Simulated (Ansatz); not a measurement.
## Single-point calculation, with input and output: C$_{9}$H

System: C$_{9}$H (slab, 10 atoms in the cell).
Method: DFT, PBE, dispersion d3bj, plane waves, PAW, no spin polarisation (Ansatz 0.2.0).

The structure derives from a Materials Project entry.

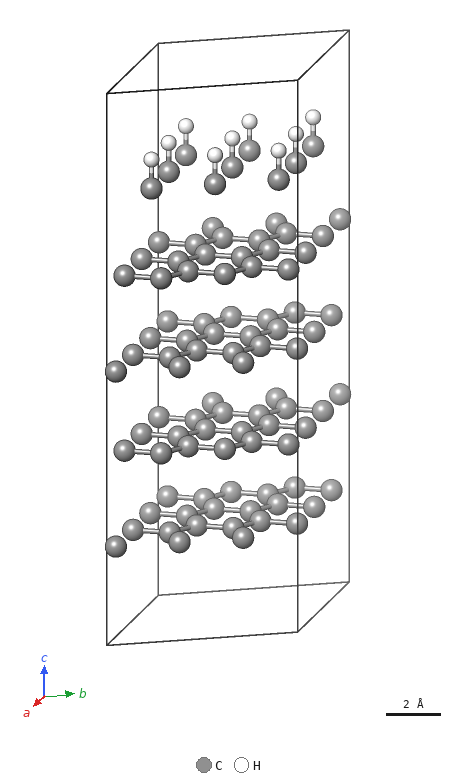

Figure 1. The input geometry (ball-and-stick view of the 3 × 3 repeat of the cell, with the vacuum cut short, seen slightly off an axis). An atom can appear more than once, as a periodic image.

### Input
```yaml
crystal:
  lattice:
    - [2.4655379958, 0.0, 0.0]
    - [-1.2327689979, 2.1341461202, 0.0]
    - [0.0, 0.0, 30.2985170553]
  atoms:
    - { symbol: C, position: [0.0833101794, 0.1666203587, 0.2805417831] }
    - { symbol: C, position: [0.4166898207, 0.8333796413, 0.2805417831] }
    - { symbol: C, position: [0.5833101794, 0.1666203587, 0.3927430896] }
    - { symbol: C, position: [0.9166898206, 0.8333796413, 0.3927430896] }
    - { symbol: C, position: [0.0832580353, 0.1665160707, 0.5047884913] }
    - { symbol: C, position: [0.4167419647, 0.8334839293, 0.5047884913] }
    - { symbol: C, position: [0.5834342778, 0.1668685556, 0.6169300193] }
    - { symbol: C, position: [0.9165657222, 0.8331314444, 0.6169300193] }
    - { symbol: C, position: [0.25, 0.5, 0.7196064763] }
    - { symbol: H, position: [0.25, 0.5, 0.7566710682] }
basis:
  ecutwfc: 420
kpoints:
  mp_grid: { grid: [12, 12, 1] }
hamiltonian:
  xc: pbe
  dispersion: d3bj
scf:
  occupations: { method: gaussian, width: 0.1 }
  lower_state_search: "off"
output:
  forces: true
  eigenvalues: true
efield:
  axis: 3
  dipole_correction: true
  ramp_width: 0.04
```

Machine: 2 threads of Intel Xeon @ 2.50GHz (Skylake/Cascade Lake), 32 GiB of memory available, shared host.

Launch command:
```bash
ansatz run input.yaml --threads 2 --pin off --max-ram 5120MiB --backend cpu --events-out ev --progress --plain --runs-dir out
```

### Log
```
Engine: ansatz 0.2.0, x86_64-unknown-linux-gnu
Pseudopotentials: kind: paw
Pseudopotential: C, paw, valence charge 4, recommended cutoff 420 eV (normal), C.paw.azcp
Pseudopotential: H, paw, valence charge 1, recommended cutoff 420 eV (normal), H.paw.azcp
Functional definition: PBE
  parameter kappa = 0.804
  parameter beta = 0.06672455060314922
  exchange = pbe_x(kappa = kappa, mu = beta*pi^2/3)
  correlation = pbe_c(beta = beta)
Crystal: 10 atoms, lattice volume = 159.425 Å³
Basis set: ecut = 420 eV, 2999 PW (Γ), exchange–correlation on 36×36×432 points (8 copies of the dense FFT grid, shifted against one another)
Bands: 29, of which v1, the nominal top of the filled ones, is band 19 counted from 1 (18 counted from 0)
Symmetry: 4 space group operations
Space group: Cmm2 (ITA 35), of the structure as read, at distance tolerance 5.4e-5 Å
k-points: 43 of 144
Non-local potential: C, projectors of the file, l = 0: 2, l = 1: 2, l = 2: 1
Non-local potential: H, projectors of the file, l = 0: 2, l = 1: 1
PAW form: soft (Blöchl's): semilocal exchange-correlation on the pseudo side does not see the compensation charge
PAW one-centre angular grid: C, 110 points (default); XC on 64 Gauss nodes
PAW one-centre angular grid: H, 110 points (default); XC on 64 Gauss nodes
Initial density: superposition of atomic densities (neutral atoms: chi_scale 0, normalization atom), corrected by the library's trained network
Initial wavefunctions: pseudopotential atomic-orbital guess
Functional: x = pbe(κ = 0.804, μ = 0.2195149727645171), c = pbe(β = 0.06672455060314922)
SCF iter   1: F=—  HF=-2271.251697 eV  |F-HF|=—  |Δ(HF+E_count)|=         —  Δρ=4.06e-3  dr2=1.89e-1  ethr=1.77e-3  p=-0.016 e·Å  D=-1.79e-2 V/Å  ΔV_dip=0.54 eV  dr2_dipole=7.33e-2  V_vac-E_F(+/−)=5.33/4.79 eV  ⟨swp⟩=8.6  Hψ=6771  notcnv=0  defer=16
efield: sawtooth ramp at fractional position 0.9986 (placed from the atoms, in the widest stretch of the axis that holds none; the zero of the levels goes with the place), width 0.0400; the density the first Hamiltonian is built on has a dipole p = -0.016 e·Å; the dipole correction subtracts the counter field D = -1.79e-2 V/Å, which shifts the + side's vacuum level by +0.54 eV against the − side's; the planar-averaged density in the ramp window peaks in size at 4.1e-5 e/Å³
preconditioner: auto → LDOS  [insulator: Δε(μ)=0.185 eV  Ē_g=14.377 eV  σ=0.100 eV  W_gap=0.74  n_scr=20 (ndim 8)  ℏωp=17.9 eV  f_vac=0.433  D(μ)=0.56/eV (n_scr^D=6)  ε∞_Penn≈2.5  β→1.0]
SCF iter   2: F=—  HF=-2271.364204 eV  |F-HF|=—  |Δ(HF+E_count)|=   1.13e-1  Δρ=7.85e-3  dr2=1.35e0  ethr=5.11e-4  p=-0.027 e·Å  D=-3.04e-2 V/Å  ΔV_dip=0.92 eV  dr2_dipole=5.31e-2  V_vac-E_F(+/−)=3.84/2.92 eV  ⟨swp⟩=2.6  Hψ=2138  notcnv=0  defer=200  recentre
SCF iter   3: F=—  HF=-2271.240289 eV  |F-HF|=—  |Δ(HF+E_count)|=   1.24e-1  Δρ=2.30e-3  dr2=7.19e-2  ethr=5.11e-4  p=-0.010 e·Å  D=-1.18e-2 V/Å  ΔV_dip=0.36 eV  dr2_dipole=2.55e-2  V_vac-E_F(+/−)=4.87/4.51 eV  ⟨swp⟩=2.3  Hψ=2048  notcnv=0  defer=80
SCF iter   4: F=—  HF=-2271.237352 eV  |F-HF|=—  |Δ(HF+E_count)|=   2.94e-3  Δρ=1.11e-3  dr2=5.84e-2  ethr=1.94e-4  p=-0.001 e·Å  D=-8.60e-4 V/Å  ΔV_dip=0.03 eV  dr2_dipole=3.93e-2  V_vac-E_F(+/−)=4.17/4.15 eV  ⟨swp⟩=1.7  Hψ=1720  notcnv=0  defer=142
SCF iter   5: F=—  HF=-2271.235718 eV  |F-HF|=—  |Δ(HF+E_count)|=   1.63e-3  Δρ=6.53e-4  dr2=2.10e-2  ethr=1.58e-4  p=0.001 e·Å  D=5.87e-4 V/Å  ΔV_dip=-0.02 eV  dr2_dipole=1.61e-2  V_vac-E_F(+/−)=4.17/4.19 eV  ⟨swp⟩=1.0  Hψ=1056  notcnv=0  defer=142
SCF iter   6: F=—  HF=-2271.235014 eV  |F-HF|=—  |Δ(HF+E_count)|=   7.05e-4  Δρ=2.39e-4  dr2=2.75e-3  ethr=5.67e-5  p=0.002 e·Å  D=2.07e-3 V/Å  ΔV_dip=-0.06 eV  dr2_dipole=2.38e-3  V_vac-E_F(+/−)=4.16/4.23 eV  ⟨swp⟩=1.2  Hψ=1065  notcnv=0  defer=142
SCF iter   7: F=—  HF=-2271.234946 eV  |F-HF|=—  |Δ(HF+E_count)|=   6.74e-5  Δρ=1.68e-4  dr2=6.30e-4  ethr=7.43e-6  p=0.004 e·Å  D=4.86e-3 V/Å  ΔV_dip=-0.15 eV  dr2_dipole=4.90e-4  V_vac-E_F(+/−)=4.15/4.30 eV  ⟨swp⟩=1.0  Hψ=1059  notcnv=0  defer=142
SCF iter   8: F=—  HF=-2271.234909 eV  |F-HF|=—  |Δ(HF+E_count)|=   3.73e-5  Δρ=6.82e-5  dr2=1.98e-4  ethr=1.70e-6  p=0.004 e·Å  D=4.21e-3 V/Å  ΔV_dip=-0.13 eV  dr2_dipole=1.38e-4  V_vac-E_F(+/−)=4.15/4.28 eV  ⟨swp⟩=1.1  Hψ=1510  notcnv=0  defer=135
SCF iter   9: F=—  HF=-2271.234905 eV  |F-HF|=—  |Δ(HF+E_count)|=   3.89e-6  Δρ=3.23e-5  dr2=4.90e-5  ethr=5.34e-7  p=0.004 e·Å  D=4.05e-3 V/Å  ΔV_dip=-0.12 eV  dr2_dipole=3.64e-5  V_vac-E_F(+/−)=4.15/4.27 eV  ⟨swp⟩=1.1  Hψ=1070  notcnv=0  defer=135
SCF iter  10: F=—  HF=-2271.234942 eV  |F-HF|=—  |Δ(HF+E_count)|=   3.70e-5  Δρ=1.06e-5  dr2=5.40e-6  ethr=1.33e-7  p=0.003 e·Å  D=3.91e-3 V/Å  ΔV_dip=-0.12 eV  dr2_dipole=3.53e-6  V_vac-E_F(+/−)=4.15/4.27 eV  ⟨swp⟩=1.1  Hψ=1088  notcnv=0  defer=135
SCF iter  11: F=-2271.234942 eV  HF=-2271.234942 eV  |F-HF|=1.99e-8  |Δ(HF+E_count)|=   2.11e-7  Δρ=1.38e-6  dr2=1.72e-8  ethr=2.70e-10  p=0.003 e·Å  D=3.88e-3 V/Å  ΔV_dip=-0.12 eV  dr2_dipole=1.09e-8  V_vac-E_F(+/−)=4.15/4.27 eV  ⟨swp⟩=16.3  Hψ=7356  notcnv=0
SCF 1 converged in 11 iterations: F = -2271.234942 eV  dr2 = 1.72e-8
  greatest PAW one-centre occupation: 0.716 electrons in one spin orbital (limit 2), on the C atom at site 8 (counted from 0), in its partial waves of l = 0
```

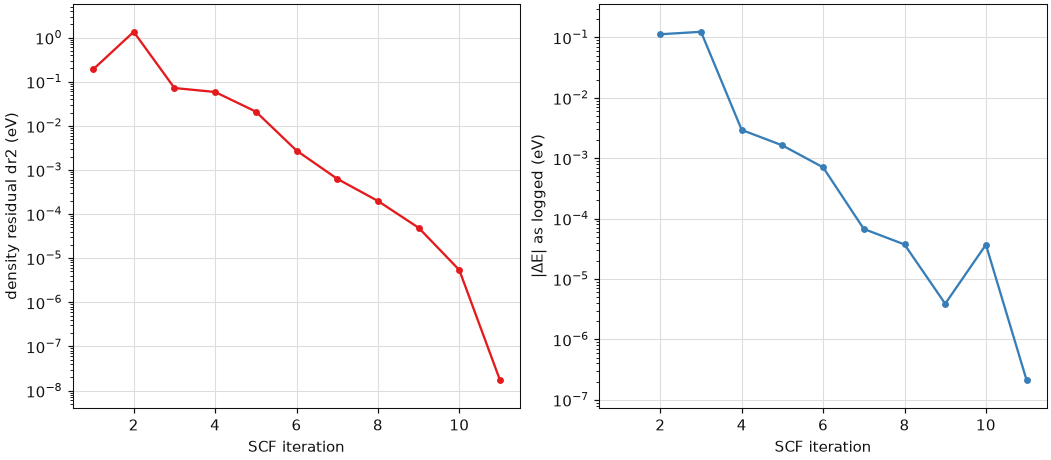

Figure 2. Convergence of the self-consistent field: density residual dr2 and size of the energy change against the SCF iteration. The residual comes down, with one marked jump up, by a factor of about 7, at step 2.

```
SCF converged after 11 iterations
Free energy (F): -2271.234942 eV
Harris-Foulkes:  -2271.234942 eV  (|F-HF|=1.99e-8)
Internal energy: -2271.229449 eV  (E = F + TS)
E sigma→0 (E₀):  -2271.232195 eV
Entropy (-TS):   -0.005493 eV (-0.549 meV/atom)
Fermi energy:    1.232127 eV
Dipole field:    D = 0.003723 V/Å  (p = 0.003280 e·Å, saw-weighted, corrected)
Work function:   Φ+ = 4.1541 eV   Φ− = 4.2669 eV
Levels:          The Fermi level and band energies are counted from a zero that moves with the ramp; work functions are not
--- Per-component energies (eV) ---
  E_band       = -263.408419
  E_kinetic    = 816.756900
  E_local      = -28464.014315  (includes V_loc(G=0)·N_el)
  E_nonlocal   = 247.996898
  E_hartree    = 13868.365707
  E_xc         = -437.173454
  E_vxc        = -541.333871  (∫ρ·V_xc dr)
  E_paw        = -892.885033  (= ΣΔE_a)
  E_vpaw       = -59.691545  (= ΣTr[D̂ρ^β])
  E_aug_tail   = -0.001270  (compensation charges beyond the density's cutoff)
  E_efield     = 0.000006  (sawtooth field / dipole correction)
  E_vefield    = 0.134617  (∫n·V_field dr)
  E_ewald      = 12591.057313
  E_disp       = -1.332201  (pairwise vdW)
  E_smearing   = -0.005493  (= −TS)
  E_closure    = -0.000000  (closes the sum)
  Σ components = -2271.234942   (vs F -2271.234942, Δ=0.00e0)
--- Forces (eV/Å), atoms counted from 1 ---
  atom   1  C      0.00000000     0.01846987     0.00064805
  atom   2  C      0.00000000    -0.01846987     0.00064805
  atom   3  C      0.00000000    -0.00509308    -0.00081632
  atom   4  C      0.00000000     0.00509308    -0.00081632
  atom   5  C      0.00000000    -0.00072020    -0.00013833
  atom   6  C      0.00000000     0.00072020    -0.00013833
  atom   7  C      0.00000000    -0.01451010    -0.00104854
  atom   8  C      0.00000000     0.01451010    -0.00104854
  atom   9  C      0.00000000     0.00000000     0.01636571
  atom  10  H      0.00000000     0.00000000    -0.01369036
  max |Σ_I F_I| component: 3.49e-5 eV/Å
--- Band table (eV; the first three rows and the last of 43) ---
  k-point 0: bands = ["-18.3412", "-18.2153", "-18.0746", "-17.1833", "-11.7659", "-6.9578", "-6.3870", "-5.7545", "-5.1268", "-3.1047", "-1.8067", "-1.7976", "-1.7403", "-1.7339", "-1.6290", "-1.6103", "-0.7263", "-0.7037", "4.2897", "4.7992", "5.6769", "6.2814", "6.5881", "7.0037", "7.0088", "7.7373", "8.0663", "9.5043", "9.5690"]
  k-point 1: bands = ["-18.1763", "-18.0513", "-17.9110", "-17.0194", "-11.6004", "-6.7579", "-6.1900", "-5.5612", "-4.9358", "-2.9580", "-2.4501", "-2.3859", "-2.2624", "-2.1467", "-2.0801", "-1.9681", "-1.3753", "-1.0442", "4.4950", "5.0207", "5.9011", "6.4210", "6.4974", "6.8067", "6.8496", "7.9465", "8.2677", "9.6249", "9.6779"]
  k-point 2: bands = ["-17.6834", "-17.5610", "-17.4221", "-16.5295", "-11.1129", "-6.1634", "-5.6043", "-4.9874", "-4.3697", "-4.0920", "-4.0251", "-3.9018", "-3.0090", "-2.9425", "-2.8757", "-2.7621", "-2.5364", "-1.8412", "4.8644", "5.2068", "5.6844", "6.4520", "6.5738", "7.0986", "7.4608", "8.5627", "8.8616", "9.5489", "9.6629"]
  k-point 42: bands = ["-14.0391", "-13.9372", "-13.8074", "-12.9065", "-9.3135", "-9.2286", "-9.1069", "-8.1946", "-8.1035", "-7.7368", "-7.6625", "-7.5377", "-6.6392", "-1.9030", "-1.4706", "-1.1274", "-0.9529", "-0.1316", "1.0641", "2.3760", "3.7299", "4.1105", "4.4995", "5.2787", "9.4486", "10.6260", "11.2726", "11.7516", "11.9732"]
```

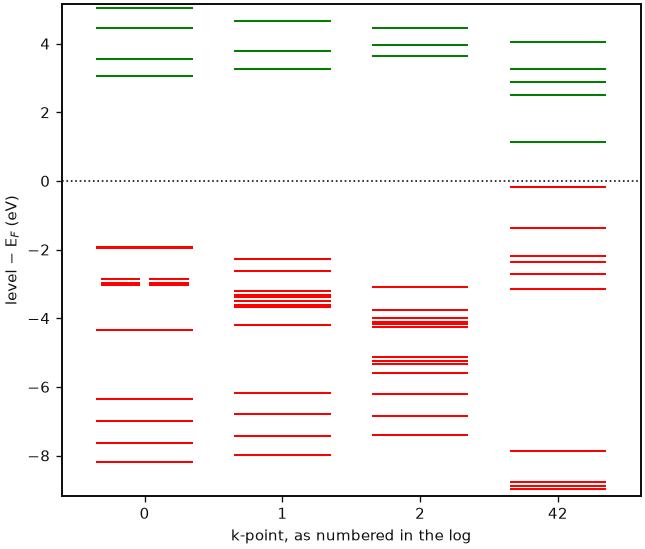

Figure 3. Kohn–Sham levels near the Fermi level (dotted) at the few k-points that the log prints; levels within 0.02 eV of each other stand side by side. The system is metallic on the full mesh.

### Summary

| quantity | value |
| --- | --- |
| outcome | converged |
| electrons treated | 37 |
| free energy | −2271.2349 eV |
| Fermi energy | 1.232 eV |
| gap on the k-point mesh | none (metallic) |
| largest force (length of the vector) | 0.018 eV/Å |
| wall time | 7.9 s (CPU time 15 s) |
| peak memory | 0.5 GiB |

Settings chosen away from the usual ones: scf.lower_state_search set to off.
